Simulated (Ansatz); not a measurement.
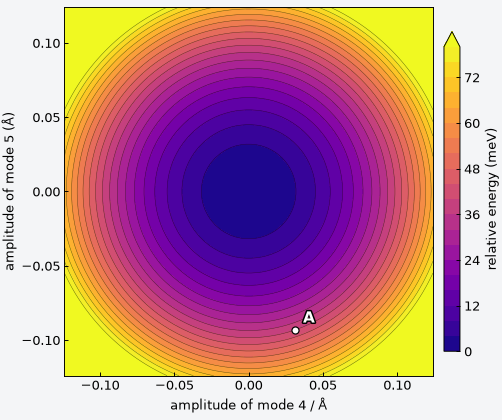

HfO2 (Fm-3m, No. 225; 3 atoms in the cell). The energy is mapped over two normal modes frozen in (zone-centre modes of the 3-atom cell of this scan). Coordinates scanned: (1) amplitude of mode 4 (238 cm⁻¹), largest displacement; (2) amplitude of mode 5 (238 cm⁻¹), largest displacement. Nothing is relaxed (the cell and all other modes fixed). The grid has 9 × 9 points; 15 points were computed and 66 follow by symmetry. Points are written as (first, second). All energies are given in meV per cell relative to the lowest grid point. The calculation used Ansatz 0.2.0, DFT PBEsol, scalar-relativistic, plane waves, PAW. Settings: cutoff 520 eV, k-mesh 8×8×8, gaussian smearing 0.05 eV, no spin polarisation.

Drawn: filled contours, one colour for all values above the top of the scale, the point A. Between grid points the surface is interpolated.

> Which way does the force act at A, and how strong is it?

A, at (0.031 Å, −0.093 Å), is not a stationary point. The computed force is 280 meV for each Å towards smaller values of the first coordinate and 810 meV for each Å towards larger values of the second coordinate.

PAW datasets: the set soft_1.
